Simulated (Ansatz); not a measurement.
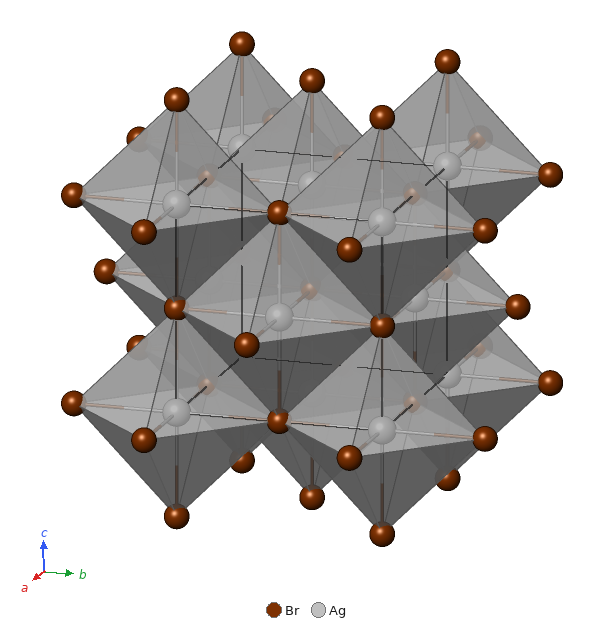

A polyhedral rendering, viewed slightly off an axis. The wireframe shows the drawn cell (a repeat of the simulation cell). A few atoms beyond the faces are included.

AgBr, a = 5.767 Å, b = 5.767 Å, c = 5.784 Å, α = 89.99°, β = 89.99°, γ = 89.99°. Strictly the space group is I4/mmm (No. 139, within 0.01 Å). It is a distorted form of a face-centred cubic structure, space group Fm-3m (No. 225) within 0.25 Å: rock salt (NaCl type). Its origin is a structure listed in the Materials Project. The cell was then strained or its atoms displaced on purpose. Ansatz was used for an electronic-structure calculation on it.

This one geometry was computed with Ansatz (DFT, plane waves, PAW) at three levels of theory: r2SCAN, HSE06 and PBE. It was relaxed with r2SCAN and then strained.

How does the band gap change with the level of theory?

PBE: a gap of 0.67 eV, indirect; r2SCAN: a gap of 1.28 eV, indirect; HSE06: a gap of 2.02 eV, indirect.

Collect the results in a table.

| level | cutoff (eV) | k-mesh of the run's cell | gap (eV) | pressure (GPa) |
| --- | --- | --- | --- | --- |
| r2SCAN | 500 | 6×6×4 | 1.28 | 0.3 |
| HSE06 | 420 | 4×4×4 | 2.02 | 1.3 |
| PBE | 420 | 6×6×4 | 0.67 | 1.5 |

Gaps are taken on the k-mesh or band path of each run.
